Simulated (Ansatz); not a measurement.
ScAl$_{3}$N$_{4}$

Input file:

```
crystal:
  lattice:
    - [0.0, 0.0, -5.0048352399]
    - [3.2358253242, 5.6046138659, 0.0]
    - [3.2098188964, -5.5895990479, 0.0]
  atoms:
    - { symbol: Sc, position: [0.0109425227, 0.161216975, 0.3224339499] }
    - { symbol: Al, position: [0.0021550484, 0.1640333689, 0.8348683451] }
    - { symbol: Al, position: [0.0055989891, 0.6652846049, 0.3305692098] }
    - { symbol: Al, position: [0.0021550484, 0.6708349762, 0.8348683451] }
    - { symbol: Sc, position: [0.5109425227, 0.338783025, 0.6775660501] }
    - { symbol: Al, position: [0.5021550484, 0.3359666311, 0.1651316549] }
    - { symbol: Al, position: [0.5055989891, 0.8347153951, 0.6694307902] }
    - { symbol: Al, position: [0.5021550484, 0.8291650238, 0.1651316549] }
    - { symbol: "N", position: [0.5881038086, 0.159084244, 0.318168488] }
    - { symbol: "N", position: [0.6249534347, 0.154805817, 0.8451401649] }
    - { symbol: "N", position: [0.6211377134, 0.667615001, 0.335230002] }
    - { symbol: "N", position: [0.6249534347, 0.6903343479, 0.8451401649] }
    - { symbol: "N", position: [0.0881038086, 0.340915756, 0.681831512] }
    - { symbol: "N", position: [0.1249534347, 0.345194183, 0.1548598351] }
    - { symbol: "N", position: [0.1211377134, 0.832384999, 0.664769998] }
    - { symbol: "N", position: [0.1249534347, 0.8096656521, 0.1548598351] }
basis:
  ecutwfc: 420
kpoints:
  mp_grid: { grid: [6, 4, 4] }
hamiltonian:
  xc: pbesol
scf:
  occupations: { method: gaussian, width: 0.02 }
output:
  forces: true
  stress: true
  eigenvalues: true
  write_density: true
  write_potential: true
  elf: true
  volumetric_format: npy
relax:
  adjacent_minimum: "off"
  f_tol: 0.005
  max_steps: 80
  cell: { stress_tol: 0.05 }
```

Launched as:

```sh
ansatz run input.yaml --threads 4 --pin off --max-ram 10240MiB --backend cpu --events-out ev --progress --plain --runs-dir out
```

Below, planes, directions and counts refer to the conventional cell (a = 6.48 Å, b = 11.15 Å, c = 5.00 Å, α = 90.00°, β = 90.00°, γ = 90.00°).

The fields are those of the relaxed geometry.

Space group Cmc2₁; a generated structure, not necessarily the stable one.

These are results of Ansatz 0.2.0, DFT PBEsol, scalar-relativistic, plane waves, PAW, not measurements.

Core electrons are frozen (PAW), and the valence fields are smoothed inside the atomic spheres.

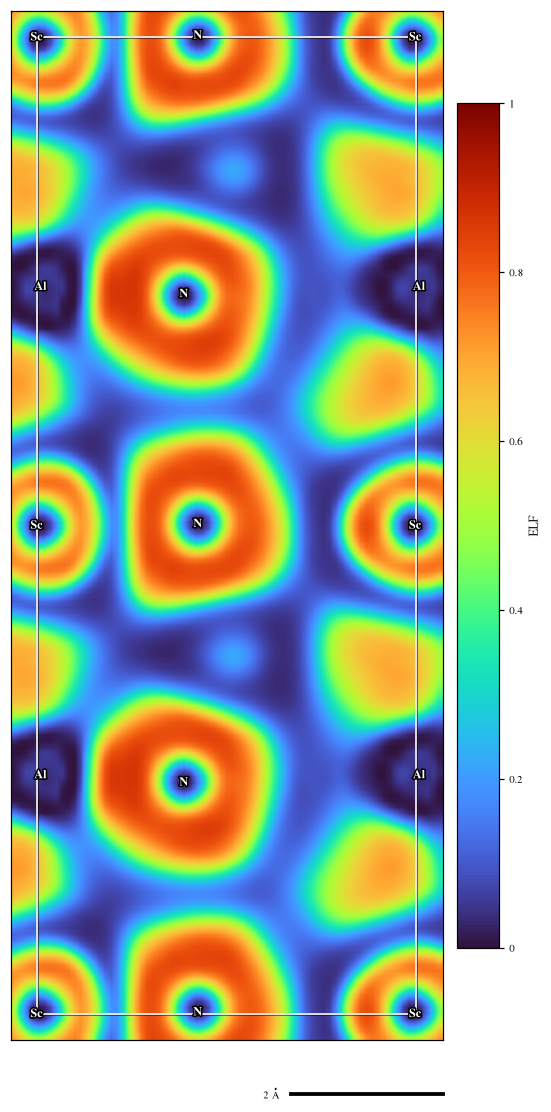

Figure 1. Electron localisation function on the (11̄0) plane of the conventional cell.

### Describe what can be read from this map.

The section cuts through Sc, Al and N sites.
Al–N (1.89 Å): the ELF peaks at about 0.85 in the valence shell of N, 0.7 Å from its nucleus, and is about 0.85 at the midpoint.
Sc–N (2.12 Å): the ELF peaks at about 0.80 in the valence shell of N, 0.6 Å from its nucleus, and is about 0.20 at the midpoint; no shared electron pair shows on this line.
The features right at Sc lie inside the PAW spheres, where the map follows smoothed inner orbitals and isn't to be read closely.

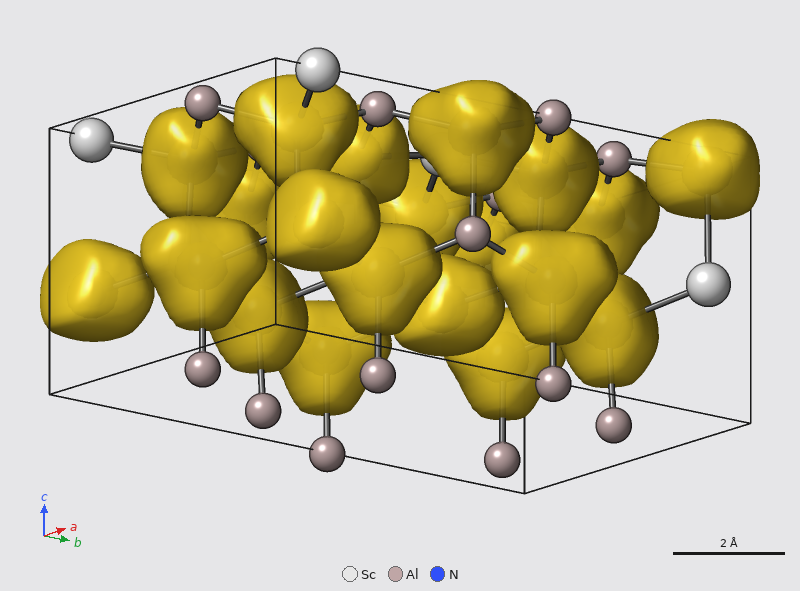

Figure 2. Isosurface of the electron localisation function at 0.7 (yellow), seen at an oblique angle. Core shells and regions of very low density are left out. Sticks mark near contacts.

### Identify the bonds, lone pairs and shells in this picture.

The ELF exceeds this value in 16 regions on N in which the atom's valence shell and bonds are merged, counted in one cell of 32 atoms. Regions shared between cells count once.


 Sc–N (2.04 Å): the ELF peaks at about 0.85 in the valence shell of N, 0.6 Å from its nucleus, and is about 0.25 at the midpoint; no localised pair shows between them.

### Does the calculation make it a metal, or give it a gap?

It is gapped, with a Kohn–Sham gap of 3.6 eV on the k-point mesh, an upper bound to the gap of this method.
